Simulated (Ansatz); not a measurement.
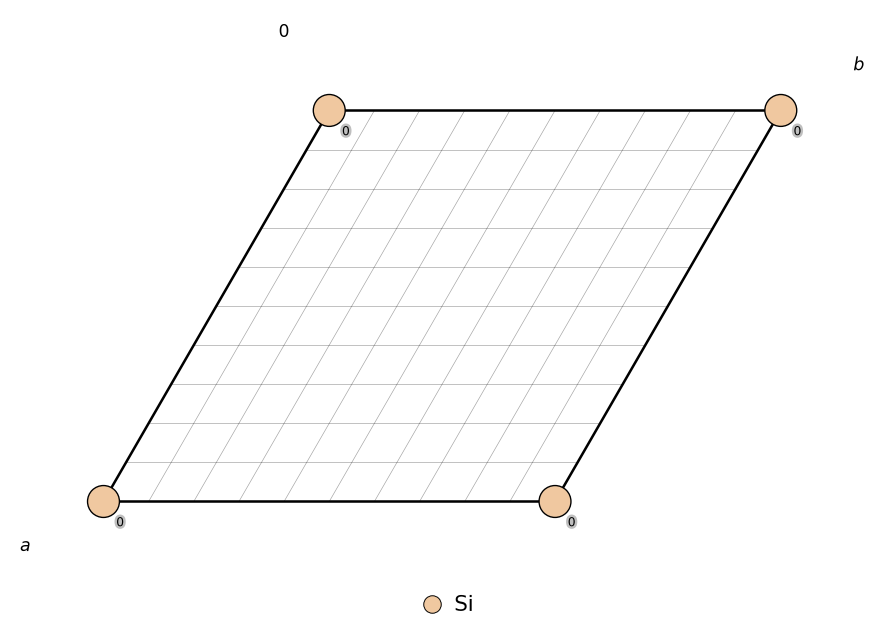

Plan of a unit cell projected along c (a down the page, b across); the numbers are heights as fractions of c, and atoms on the cell's edges are repeated. The grid marks tenths of a and b. Source: the end point of a relaxation with Ansatz, DFT PBE, scalar-relativistic, plane waves, PAW; the starting structure was generated, so it need not be a known form of this composition. Geometry calculated from the standardised cell; symmetry tolerance 0.002 Å.

a = 2.648 Å, b = 2.648 Å, c = 2.487 Å, α = 90.00°, β = 90.00°, γ = 120.00°.

What does the cell contain?

Answer. 1 Si: Si, Z = 1.

Which space group?

Answer. P6/mmm, No. 191, primitive hexagonal.

Give the fractional coordinates of all atoms, to two places.

Answer.
| atom | x | y | z |
| --- | --- | --- | --- |
| Si | 0.00 | 0.00 | 0.00 |
